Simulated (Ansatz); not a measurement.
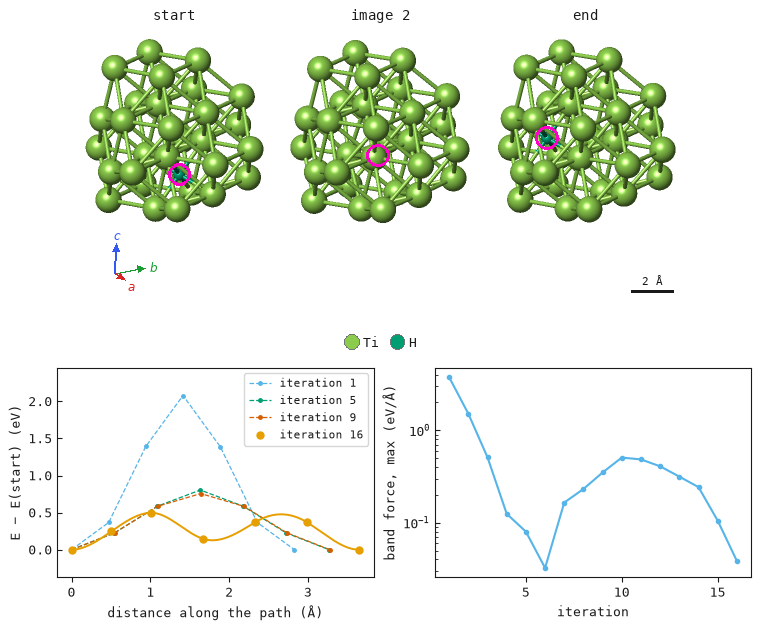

NEB run on a defect cell of composition Ti₁₈H (19 atoms in the cell). Images are numbered from 0 (start) to 6 (end). The plot follows the band through its iterations. A ball-and-stick model of the atoms within 5.1 Å of the middle of the path, seen slightly off an axis. The moving atom is ringed, with any periodic copies. Bonds to atoms that aren't drawn are left out.

Method: DFT PBEsol, scalar-relativistic, plane waves, PAW in Ansatz 0.2.0. Set-up: plane-wave cutoff 420 eV; k-point mesh 4 × 4 × 4; Gaussian smearing 0.1 eV; 5 movable images; climbing image.

Did the band converge, and can the barrier be trusted?

Answer. The run is converged, with reservations. The band converged in 16 iterations. The largest component of the band force went from 3.7 to 0.039 eV/Å. The climbing image converged on the top of the path. Its curvatures weren't checked. The first iteration put the highest image at 2.08 eV. The two ends have the same energy, and the highest point, image 2, lies 0.50 eV above the start. The profile has 2 maxima (images 2, 4) with a dip at image 3 (+0.15 eV), so the process runs in steps.

Limits of the set-up: the periodic images lie only 6.8 Å apart, so the values are limited by the cell's size.

The run took 31 min on 4 threads of Intel(R) Xeon(R) Platinum 8488C (Sapphire Rapids), on a shared host, peak memory 4.5 GiB.
